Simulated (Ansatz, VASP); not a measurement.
# Cross-check of Cd8Te8H2O between VASP and Ansatz, part 2 of 3

Aim: how closely do two programs agree when they are given the same cell, functional and k mesh?

VASP 6.6.1 and Ansatz 0.2.0.

So far: Set-up; Ansatz: single point, RPBE.

The database entry behind the starting cell differs from later determinations by our own check (an axis about 1.1 % short against later determinations), so it need not match the best structure at ambient conditions.

## (3) VASP: single point, RPBE

Level of this step: RPBE; plane waves and PAW (Te, Cd, O, H) (VASP).

The same cell, functional, mesh and smearing now go to VASP, with its own data sets and cutoff.

Lines of VASP's logs that name or quote its potential files are left out, and so is its time.

The input, INCAR:

```
SYSTEM = Cd8Te8H2O
PREC = Normal
ENCUT = 400
EDIFF = 1E-05
NELM = 120
ISMEAR = 0
SIGMA = 0.05
LREAL = Auto
ALGO = Fast
GGA = RP
NBANDS = 95
LORBIT = 11
LWAVE = .FALSE.
LCHARG = .FALSE.
NCORE = 4
IDIPOL = 3
LDIPOL = .TRUE.
DIPOL = 0.5 0.5 0.467
ISYM = 0
```

The input, POSCAR:

```
Cd8Te8H2O
1.0
    9.0651089348      0.0000000000      0.0000000000
   -4.5325544674      7.8506146256      0.0000000000
    0.0000000000      0.0000000000     24.1921190319
Te Cd O H
8 8 1 2
Direct
    0.5000000000      0.0000000000      0.3364732100
    0.5000000000      0.5000000000      0.3364732100
    0.0000000000      0.0000000000      0.3364732100
    0.0000000000      0.5000000000      0.3364732100
    0.6606293216      0.8257180693      0.4994748909
    0.6645521802      0.3320362514      0.5016341360
    0.1769646847      0.8392208511      0.5012345572
    0.1629520327      0.3600882678      0.5030728008
    0.1666666700      0.8333333300      0.3747172300
    0.1666666700      0.3333333300      0.3747172300
    0.6666666700      0.8333333300      0.3747172300
    0.6666666700      0.3333333300      0.3747172300
    0.3455550520      0.6833568840      0.5470002196
    0.3226085518      0.1812679320      0.5177970640
    0.8404010951      0.6690626113      0.5249651861
    0.8276777140      0.1582412663      0.5276605124
    0.3744041594      0.8690512592      0.6332785002
    0.3085798240      0.9071844859      0.6109324920
    0.3060775337      0.8193316879      0.6665393069
```

The input, KPOINTS:

```
Automatic mesh
0
Gamma
2 2 1
0 0 0
```

PAW data sets: Te, Cd, O and H (PBE family, release 64).

The run is started by

```bash
$ mpirun -np 4 vasp_std
```

Numbers of over 12 decimals in the logs are rounded to 6 here.

The program printed:

```text
[banner, memory and clock lines left out]
running    4 mpi-ranks, on    1 nodes
 distrk:  each k-point on    4 cores,    1 groups
 distr:  one band on    4 cores,    1 groups

 POSCAR found type information on POSCAR TeCdO H
 POSCAR found :  4 types and      19 ions
|                                                                             |
|               ----> ADVICE to this user running VASP <----                  |
|                                                                             |
|     You enforced a specific xc type in the INCAR file but a different       |
|     [... a line on the potential file left out ...]
|     I HOPE YOU KNOW WHAT YOU ARE DOING!                                     |
|                                                                             |

 LDA part: xc-table for (Slater+PW92), standard interpolation
 POSCAR, INCAR and KPOINTS ok, starting setup
 FFT: planning ... GRIDC
 FFT: planning ... GRID_SOFT
 FFT: planning ... GRID
 WAVECAR not read
 entering main loop
       N       E                     dE             d eps       ncg     rms          rms(c)
DAV:   1     0.113593276278E+04    0.11359E+04   -0.46462E+04   760   0.968E+02
DAV:   2     0.727660475398E+02   -0.10632E+04   -0.10328E+04   993   0.255E+02
DAV:   3    -0.451263377810E+02   -0.11789E+03   -0.11718E+03   872   0.918E+01
DAV:   4    -0.487490152234E+02   -0.36227E+01   -0.36163E+01   888   0.163E+01
DAV:   5    -0.488785932664E+02   -0.12958E+00   -0.12956E+00   952   0.288E+00    0.181E+01
RMM:   6    -0.437326526566E+02    0.51459E+01   -0.12544E+01   878   0.804E+00    0.135E+01
RMM:   7    -0.436394685266E+02    0.93184E-01   -0.30505E+00   892   0.352E+00    0.737E+00
RMM:   8    -0.436273656088E+02    0.12103E-01   -0.55426E-01   874   0.161E+00    0.301E+00
RMM:   9    -0.435204417331E+02    0.10692E+00   -0.82244E-02   899   0.828E-01    0.127E+00
RMM:  10    -0.435447045671E+02   -0.24263E-01   -0.10256E-01   914   0.562E-01    0.242E+00
RMM:  11    -0.435016478279E+02    0.43057E-01   -0.17533E-02   897   0.308E-01    0.274E-01
RMM:  12    -0.435022171750E+02   -0.56935E-03   -0.76967E-03   909   0.174E-01    0.370E-01
RMM:  13    -0.435013107860E+02    0.90639E-03   -0.14310E-03   940   0.824E-02    0.642E-02
RMM:  14    -0.435015886605E+02   -0.27787E-03   -0.67591E-04   909   0.545E-02    0.121E-01
RMM:  15    -0.435017283900E+02   -0.13973E-03   -0.22961E-04   768   0.311E-02    0.377E-02
RMM:  16    -0.435022694030E+02   -0.54101E-03   -0.20394E-04   759   0.254E-02    0.474E-02
RMM:  17    -0.435024662526E+02   -0.19685E-03   -0.52540E-05   706   0.123E-02    0.384E-02
RMM:  18    -0.435026513084E+02   -0.18506E-03   -0.55867E-05   693   0.987E-03    0.129E-02
RMM:  19    -0.435027207168E+02   -0.69408E-04   -0.17477E-05   641   0.655E-03    0.136E-02
RMM:  20    -0.435027627124E+02   -0.41996E-04   -0.31507E-06   457   0.360E-03    0.436E-03
RMM:  21    -0.435028191384E+02   -0.56426E-04   -0.38201E-06   530   0.358E-03    0.245E-03
RMM:  22    -0.435028380307E+02   -0.18892E-04   -0.11697E-06   410   0.241E-03    0.323E-03
RMM:  23    -0.435028596042E+02   -0.21573E-04   -0.20039E-06   490   0.298E-03    0.618E-03
RMM:  24    -0.435028606659E+02   -0.10617E-05   -0.25098E-07   315   0.173E-03
   1 F= -.43502861E+02 E0= -.43495137E+02  d E =-.154481E-01
```

OUTCAR, selected parts (step 3):

```text
ion  position               nearest neighbor table
   1  0.500  0.000  0.336-  12 2.78   9 2.78  11 2.78
   2  0.500  0.500  0.336-  11 2.78  10 2.78  12 2.78
   3  0.000  0.000  0.336-  10 2.78  11 2.78   9 2.78
   4  0.000  0.500  0.336-   9 2.78  12 2.78  10 2.78
   5  0.661  0.826  0.499-  16 2.70  15 2.71  13 2.73  11 3.02
   6  0.665  0.332  0.502-  15 2.71  14 2.72  16 2.72  12 3.07
   7  0.177  0.839  0.501-  15 2.70  14 2.72  13 2.78   9 3.06
   8  0.163  0.360  0.503-  14 2.68  16 2.72  13 2.76  10 3.12
   9  0.167  0.833  0.375-   4 2.78   1 2.78   3 2.78   7 3.06
  10  0.167  0.333  0.375-   3 2.78   2 2.78   4 2.78   8 3.12
  11  0.667  0.833  0.375-   2 2.78   3 2.78   1 2.78   5 3.02
  12  0.667  0.333  0.375-   1 2.78   4 2.78   2 2.78   6 3.07
  13  0.346  0.683  0.547-  17 2.61   5 2.73   8 2.76   7 2.78
  14  0.323  0.181  0.518-   8 2.68   6 2.72   7 2.72
  15  0.840  0.669  0.525-   7 2.70   6 2.71   5 2.71
  16  0.828  0.158  0.528-   5 2.70   8 2.72   6 2.72
  17  0.374  0.869  0.633-  19 0.98  18 0.99  13 2.61
  18  0.309  0.907  0.611-  17 0.99
  19  0.306  0.819  0.667-  17 0.98

 Found      4 irreducible k-points:

   k-points           NKPTS =      4   k-points in BZ     NKDIM =      4   number of bands    NBANDS=     95

   dimension x,y,z NGX =    48 NGY =   48 NGZ =  120
   dimension x,y,z NGXF=    96 NGYF=   96 NGZF=  240

   ENCUT  =  400.0 eV  29.40 Ry    5.42 a.u.  14.78 14.78 39.45*2*pi/ulx,y,z

   NELECT =     152.0000    total number of electrons

 k-points in reciprocal lattice and weights: Automatic mesh
   0.00000000  0.00000000  0.00000000       0.250
   0.50000000  0.00000000  0.00000000       0.250
   0.00000000  0.50000000  0.00000000       0.250
   0.50000000  0.50000000  0.00000000       0.250

 dipolmoment           0.000000      0.000000     -1.271559 electrons x Angstroem

 average (electrostatic) potential at core
       1 -94.9693       2 -94.9803       3 -95.0375       4 -94.9510       5 -96.7805
       6 -96.6820       7 -96.7746       8 -96.7845       9 -43.0256      10 -43.0214
      11 -43.0305      12 -42.9838      13 -44.6521      14 -44.6263      15 -44.6327
      16 -44.6270      17 -80.4267      18 -44.0090      19 -44.4291

 E-fermi :  -1.4589

 k-point     1 :       0.0000    0.0000    0.0000
  band No.  band energies     occupation
    ...
     73      -2.4128      2.00000
     74      -2.3718      2.00000
     75      -1.4930      1.66612
     76      -1.4920      1.65181
     77      -1.4444      0.68207
     78      -0.8457      0.00000
     79      -0.7393      0.00000
     80      -0.6198      0.00000
     81      -0.3961      0.00000
     82       0.0245      0.00000
    ...

 k-point     2 :       0.5000    0.0000    0.0000
  band No.  band energies     occupation
    ...
     72      -2.5042      2.00000
     73      -2.2574      2.00000
     74      -2.2418      2.00000
     75      -2.0763      2.00000
     76      -2.0597      2.00000
     77      -0.9038      0.00000
     78      -0.5913      0.00000
     79      -0.4777      0.00000
     80      -0.3268      0.00000
     81       0.0251      0.00000
    ...

 k-point     3 :       0.0000    0.5000    0.0000
  band No.  band energies     occupation
    ...
     72      -2.4993      2.00000
     73      -2.2746      2.00000
     74      -2.2336      2.00000
     75      -2.0823      2.00000
     76      -2.0541      2.00000
     77      -0.8701      0.00000
     78      -0.5683      0.00000
     79      -0.4957      0.00000
     80      -0.3163      0.00000
     81       0.1312      0.00000
    ...

  Total       17.9822640     17.5007562      3.2500094     -0.1805459     -0.3040399      0.0910951
  in kB       16.7341769     16.2860889      3.0244374     -0.1680148     -0.2829375      0.0847725
  external PRESSURE =      12.0149010 kB  Pullay stress =       0.0000000 kB

  energy-cutoff  :      400.00
  volume of cell :     1721.67
      direct lattice vectors                 reciprocal lattice vectors
     9.065108935  0.000000000  0.000000000     0.110313070  0.063689281  0.000000000
    -4.532554467  7.850614626  0.000000000     0.000000000  0.127378562  0.000000000
     0.000000000  0.000000000 24.192119032     0.000000000  0.000000000  0.041335775

 POSITION                                       TOTAL-FORCE (eV/Angst)
 -----------------------------------------------------------------------------------
      4.53255      0.00000      8.14000        -0.005886      0.007505     -0.098695
      2.26628      3.92531      8.14000        -0.007333     -0.016984     -0.083410
      0.00000      0.00000      8.14000         0.000984      0.025380     -0.019437
     -2.26628      3.92531      8.14000        -0.018017      0.020930     -0.107871
      2.24606      6.48239     12.08336         0.019654     -0.021855      0.076069
      4.51927      2.60669     12.13559        -0.026905     -0.017595      0.116822
     -2.19961      6.58840     12.12593         0.017014      0.042775      0.056318
     -0.15494      2.82691     12.17040        -0.057900      0.068104      0.102255
     -2.26628      6.54218      9.06520         0.040967     -0.047354     -0.277034
      0.00000      2.61687      9.06520        -0.017145      0.051109     -0.214692
      2.26628      6.54218      9.06520        -0.050672     -0.014642     -0.292914
      4.53255      2.61687      9.06520         0.023779      0.002665     -0.196134
      0.03514      5.36477     13.23309         0.052326     -0.078541      0.169267
      2.10287      1.42306     12.52661         0.017732     -0.028740      0.142599
      4.58576      5.25255     12.70002        -0.007916      0.026882      0.185696
      6.78575      1.24229     12.76523         0.036850     -0.014368      0.205180
     -0.54501      6.82259     15.32035        -0.064437      0.007211      0.196873
     -1.31455      7.12196     14.77975         0.037133     -0.009742      0.079750
     -0.93904      6.43226     16.12500         0.009773     -0.002739     -0.040641
 -----------------------------------------------------------------------------------
    total drift:                                0.038972      0.009134     -0.059749

  FREE ENERGIE OF THE ION-ELECTRON SYSTEM (eV)
  ---------------------------------------------------
  free  energy   TOTEN  =       -43.5028606659 eV

  energy  without entropy=      -43.4874125294  energy(sigma->0) =      -43.49513660

 vacuum level on the upper side and lower side of the slab         0.552         3.795

 total charge
# of ion       s       p       d       tot
------------------------------------------
    1        1.362   2.030   0.018   3.410
    2        1.362   2.030   0.018   3.409
    3        1.363   2.026   0.018   3.407
    4        1.361   2.031   0.018   3.410
    5        1.363   2.059   0.025   3.447
    6        1.358   2.068   0.024   3.450
    7        1.363   2.060   0.024   3.448
    8        1.365   2.050   0.024   3.440
    9        0.484   0.301   9.526  10.311
   10        0.485   0.297   9.526  10.308
   11        0.483   0.304   9.526  10.313
   12        0.482   0.301   9.527  10.310
   13        0.486   0.274   9.545  10.305
   14        0.515   0.301   9.526  10.341
   15        0.515   0.300   9.527  10.341
   16        0.515   0.296   9.528  10.338
   17        1.599   3.608   0.000   5.207
   18        0.604   0.111   0.000   0.715
   19        0.623   0.111   0.000   0.734
--------------------------------------------------
tot         17.689  22.557  76.399 116.645

[... 1 further part left out ...]
```

## (4) Side by side

Known differences besides the PAW data sets themselves: the data sets hold 296 valence electrons in Ansatz (default PAW (the set named soft_2) files) and 152 in VASP; the cutoff is 420 eV in Ansatz and 400 eV in VASP (PREC = Normal, projectors in real space); Ansatz makes its cores anew for this functional, VASP keeps those of its PBE data sets; VASP leaves aspherical gradient terms in its spheres out (LASPH is not set), Ansatz keeps them. Total energies have different zeros and are not compared.

Forces on 10 of the 19 atoms, picked by the larger force of the two programs (eV/Å; atoms numbered as in POSCAR):

```
atom          Ansatz x, y, z            VASP x, y, z
 Cd9   0.043, -0.047, -0.276   0.041, -0.047, -0.277
Cd10   -0.015, 0.052, -0.215   -0.017, 0.051, -0.215
Cd11  -0.049, -0.014, -0.293  -0.051, -0.015, -0.293
Cd12    0.026, 0.003, -0.196    0.024, 0.003, -0.196
Cd13    0.038, -0.083, 0.146    0.052, -0.079, 0.169
Cd15    -0.016, 0.022, 0.167    -0.008, 0.027, 0.186
Cd16    0.037, -0.015, 0.185    0.037, -0.014, 0.205
 O17    -0.178, 0.003, 0.225    -0.064, 0.007, 0.197
 H18    0.133, -0.072, 0.186    0.037, -0.010, 0.080
 H19    0.038, 0.064, -0.187   0.010, -0.003, -0.041
```

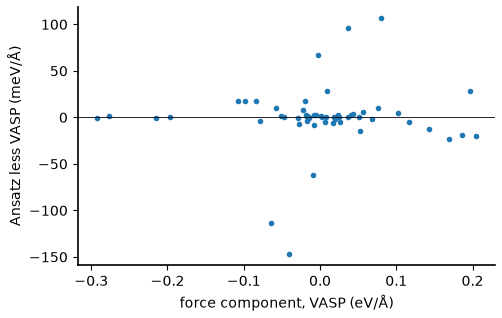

Difference of the force components against their size.

The forces differ by 35 meV/Å r.m.s., which is 36.2 % of the r.m.s. force of 0.10 eV/Å (both taken over all components).

## (5) Looking for the cause

The difference is large enough to ask for its cause, so further runs change the set-up of one program at a time, as the table lists.

```
                               run  r.m.s. force difference (meV/Å)
                          as above                               35
cores kept as stored, as VASP does                               35
```

[end of part 2 of 3]

[Lines on the potential files, build, host, timing and source positions are cut from VASP's logs without a mark.]

[Logs are printed without paths, hosts, clocks, repeated set-up lines and the standing remarks that a program may print on its own settings, such as how far it seeks lower states.]

[Hosts, paths, dates, database ids (printed as entryN), source tags and the programs' standing remarks are cut or masked in the printed files.]
